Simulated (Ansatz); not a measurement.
# Fermi surface of Ca in space group Im-3m

Input

```yaml
crystal:
  lattice:
    - [-2.24, 2.24, 2.24]
    - [2.24, -2.24, 2.24]
    - [2.24, 2.24, -2.24]
  atoms:
    - { symbol: Ca, position: [0.0, 0.0, 0.0] }
basis:
  ecutwfc: 420
kpoints:
  mp_grid: { grid: [12, 12, 12] }
hamiltonian:
  xc: pbe
  pseudopotentials: { kind: paw_fr }
scf:
  occupations: { method: gaussian, width: 0.05 }
output:
  forces: true
  eigenvalues: true
  eigenstates:
    nscf_kmesh: { grid: [28, 28, 28] }
    top_band: c12
    de_dk: true
    localisation: false
  stress: true
checkpoint:
  write: ck
  compress: false
  write_wavefunctions: false
  write_every: 100000
magnetization:
  noncollinear: true
  spin_orbit: true
```

Launched as:

```sh
ansatz run input.yaml --threads 1 --pin off --max-ram 3072MiB --backend cpu --events-out ev --progress --plain --runs-dir out
```

Level of theory: Ansatz, DFT PBE, spin-orbit coupling, plane waves, PAW; levels and slopes on a dense k mesh at the converged density. Non-magnetic. With an inversion centre and no moment every band is doubly degenerate; a pair is shown and named once. The levels come from a k mesh of 28×28×28 points. Cell and positions as given, without relaxation.

Part 1: The sheets

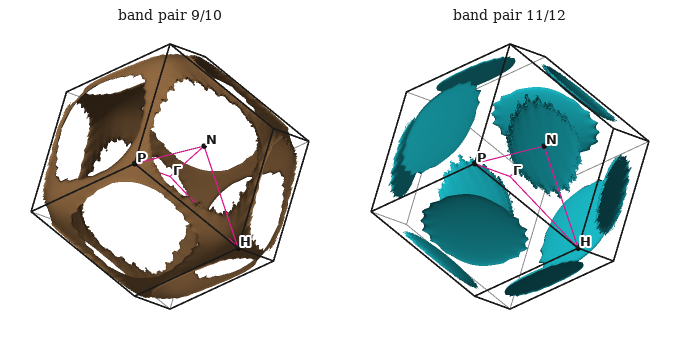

Fermi surface of this crystal. Each panel holds one band. The brighter face of a sheet looks towards empty states.

> Describe the Fermi surface sheet by sheet.

Two doubly degenerate bands cross the Fermi level; this is a three-dimensional metal.

Band pair 9/10: an open hole network that joins neighbouring zones in all directions (4.7 % of the zone).
Band pair 11/12: six electron pockets centred at N (each 0.76 % of the zone).
A pocket cut by a face of the zone is counted once with the part on the opposite face.

Part 2: Speeds

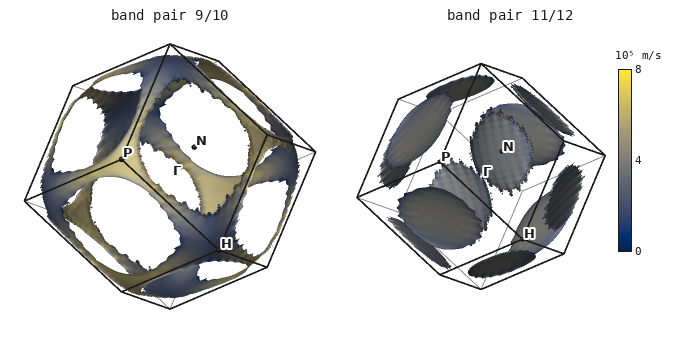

Fermi surface of this crystal, coloured by the Fermi speed.

> Give the range and mean of the Fermi speed for each band.

Band pair 9/10: 2.1 to 6.3 × 10⁵ m/s over most of the sheet, 3.7 × 10⁵ m/s on average over states. Band pair 11/12: 2.3 to 4.5 × 10⁵ m/s over most of the sheet, 3.4 × 10⁵ m/s on average over states.

> Which of these bands adds most to the density of states at the Fermi level?

Band pair 11/12, with 1.2 of 2.0 states/eV per cell.

Part 3: Cuts and bands

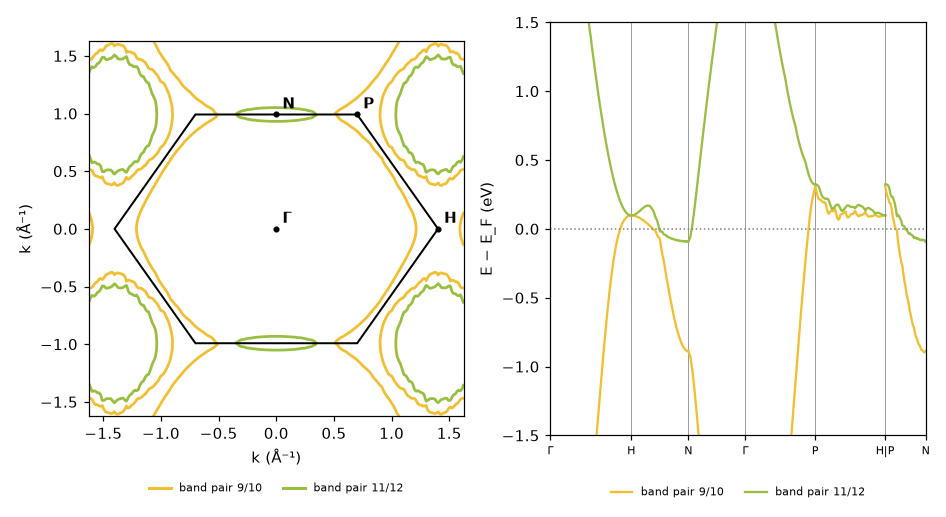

This crystal: cut through the Fermi surface in the plane through Γ, H and P, and the bands that cross the Fermi level.

> Give each band's level at the labelled points, in eV from the Fermi level.

| band | Γ | H | P | N |
| --- | --- | --- | --- | --- |
| band pair 9/10 | below | +0.10 | +0.30 | −0.89 |
| band pair 11/12 | above | +0.10 | +0.32 | −0.09 |

Negative values are filled states; "above" and "below" lie outside the plotted window.

Necks and pockets thinner than about two mesh steps aren't resolved, so separate pockets may in truth be joined.

Time for the whole run: 2.8 min on 1 thread of Arm Neoverse N1, with other jobs on the host, peak memory 0.72 GiB.
